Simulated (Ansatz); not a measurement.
System: Zr$_{3}$Si$_{2}$.

Input file:

```
crystal:
  lattice:
    - [7.0655778271, 0.0, 0.0]
    - [0.0, 7.0655778271, 0.0]
    - [0.0, 0.0, 3.6444907296]
  atoms:
    - { symbol: Zr, position: [0.1744786434, 0.6744786434, 0.5] }
    - { symbol: Zr, position: [0.8255213566, 0.3255213566, 0.5] }
    - { symbol: Zr, position: [0.3255213566, 0.1744786434, 0.5] }
    - { symbol: Zr, position: [0.6744786434, 0.8255213566, 0.5] }
    - { symbol: Zr, position: [0.0, 0.0, -0.0246948083] }
    - { symbol: Zr, position: [0.5, 0.5, 0.0246948083] }
    - { symbol: Si, position: [0.6223900186, 0.1223900186, 0.0] }
    - { symbol: Si, position: [0.3776099814, 0.8776099814, 0.0] }
    - { symbol: Si, position: [0.8776099814, 0.6223900186, 0.0] }
    - { symbol: Si, position: [0.1223900186, 0.3776099814, 0.0] }
basis:
  ecutwfc: 420
kpoints:
  mp_grid: { grid: [6, 6, 12] }
hamiltonian:
  xc: pbesol
scf:
  occupations: { method: gaussian, width: 0.15 }
output:
  forces: true
  stress: true
  eigenvalues: true
  write_density: true
  write_potential: true
  elf: true
  volumetric_format: npy
```

Launched as:

```sh
ansatz run input.yaml --threads 2 --pin off --max-ram 5120MiB --backend cpu --events-out ev --progress --plain --runs-dir out
```

Below, planes, directions and counts refer to the conventional cell (a = 7.07 Å, b = 7.07 Å, c = 3.64 Å, α = 90.00°, β = 90.00°, γ = 90.00°).

Space group P42₁2; a structure from a database of computed crystals, not necessarily the ambient phase; not relaxed (largest force 0.5 eV/Å).

Theory: DFT PBEsol, scalar-relativistic, plane waves, PAW (Ansatz 0.2.0).

**What will maps of the valence pseudo-density and electron localisation function show?**

Si–Si (2.45 Å): ρ is about 0.42 e/Å³ halfway; the ELF peaks at about 0.75 between the atoms.
Zr–Si (2.81 Å): ρ is about 0.26 e/Å³ halfway; the ELF peaks at about 0.75 in the valence shell of Si, 0.9 Å from its nucleus, and is about 0.30 at the midpoint.

**Does the calculation give a band gap?**

It is metallic or semimetallic at this level of theory: no gap opens.

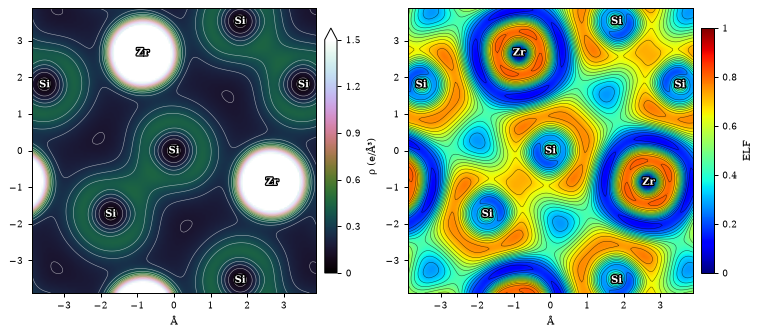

Computed valence pseudo-density and electron localisation function on the (001) plane of the conventional cell, in this order. 

In a PAW calculation such maps are meaningful between the atoms, not at the nuclei.
